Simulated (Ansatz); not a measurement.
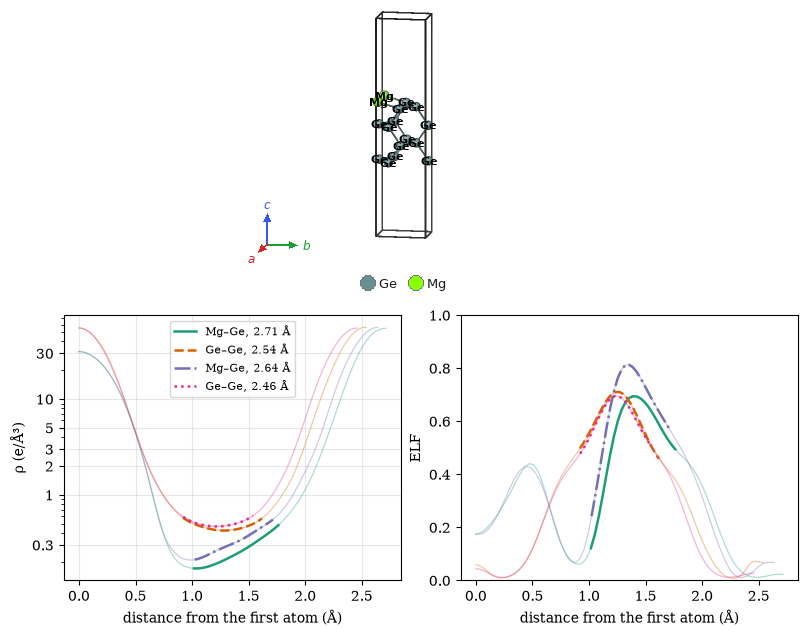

The picture shows: MgGe8 (slab). Valence electron density and ELF along straight lines between neighbouring atoms. Thin, pale parts lie inside the atomic spheres. The structure is drawn too.

Computed with DFT PBEsol, scalar-relativistic, plane waves, PAW (Ansatz).

The density is the valence pseudo-density of a PAW calculation; it isn't the true density close to the nuclei.

Q: Compare the contacts.

A: Mg–Ge (2.71 Å): ρ is about 0.23 e/Å³ halfway, with its minimum of 0.17 e/Å³ about 1.1 Å from Mg; the ELF peaks at about 0.70 in the valence shell of Ge, 1.3 Å from its nucleus, and is about 0.70 at the midpoint.
Ge–Ge (2.54 Å): ρ is about 0.43 e/Å³ halfway; the ELF peaks at about 0.70 between the atoms.
Mg–Ge (2.64 Å): the density is about 0.3 e/Å³ at the midpoint; the ELF peaks at about 0.80 in the valence shell of Ge, 1.3 Å from its nucleus, and is about 0.80 at the midpoint.
Ge–Ge (2.46 Å): ρ at the midpoint is about 0.47 e/Å³; the ELF peaks at about 0.70 between the atoms.
